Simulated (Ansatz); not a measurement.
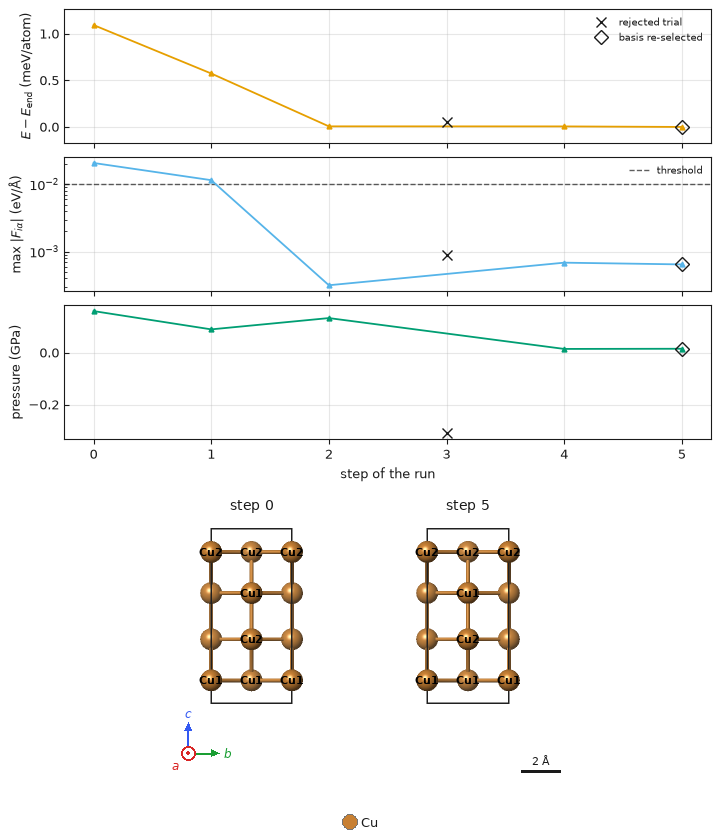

First and last geometry of a relaxation of solid Cu (built on the alpha-gallium_64 type), with the history of the run. Style: ball-and-stick. Shown: the conventional cell (4 times the calculation's cell), along the a axis. Lengths and directions refer to the drawn axes.

Case: alpha-gallium type (Cmce, No. 64).

Computed with DFT PBEsol, scalar-relativistic, plane waves, PAW in Ansatz. Set-up: plane-wave cutoff 420 eV; k-point mesh 26 × 26 × 26; occupations gaussian; smearing width 0.1 eV; no spin polarisation; cell and atoms relaxed; force threshold 0.01 eV/Å; at most 80 steps.

**Did the run converge, and what did it change?**

It converged. No atom moves by more than 0.005 Å relative to the cell. The drawn cell changes as follows: a 2.543 → 2.516 Å (−1.1 %), b 4.159 → 4.205 Å (+1.1 %), c 8.987 → 8.994 Å (+0.1 %); the volume changes by +0.1 %. Some distances before and after: Cu1–Cu1 2.543 → 2.516 Å, Cu1–Cu1 (another image) 2.437 → 2.450 Å, Cu1–Cu2 2.466 → 2.462 Å. The space group stays Fmmm (No. 69). After 3 accepted moves (5 points after the start) the energy has fallen by 1.1 meV per atom. The largest force component goes from 0.021 to 0.00065 eV/Å. The pressure goes from 0.16 to 0.02 GPa. The line search rejected the trial step at point 3 of the run. The SCF was repeated once at an unchanged geometry on a basis and grid sized afresh for the cell, which shifted the energy by less than 0.05 meV per atom at most. The run took about 8 core-minutes on a shared host.
